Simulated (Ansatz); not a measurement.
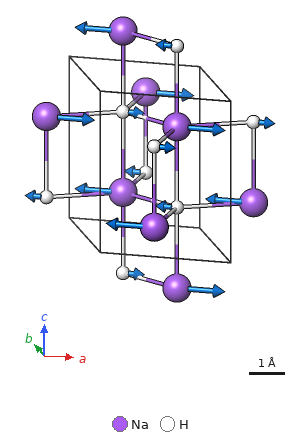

The lowest optical mode of crystalline NaH (a generated structure), space group P6₃/mmc (No. 194), at the zone centre. The blue arrows are the displacements of the atoms (eigenvector over the root of the mass), of arbitrary overall length and sign. The picture is a ball-and-stick view of the cell of the calculation, seen slightly off an axis.

Method: Ansatz 0.2.0, DFT PBE, scalar-relativistic, plane waves, PAW. Set-up: plane-wave cutoff 420 eV; k-point mesh 6 × 6 × 6; occupations fixed; no spin polarisation.

Frequencies are those without the non-analytic (LO–TO) term.

Is the structure stable against all modes at this point?

Answer. Yes: this softest mode has a real frequency, and so have all others here. That speaks for this wave vector alone: the rest of the zone wasn't checked in this run. This is the E₂g mode (doubly degenerate; one member of the set is drawn) at 143 cm⁻¹, the lowest optical level, Raman-active by symmetry. All motion is along a; atoms of one kind move against one another, with no net shift of any sublattice; it mainly bends the H–Na bonds; the kinetic energy is shared as Na 99 %, H 1 %.
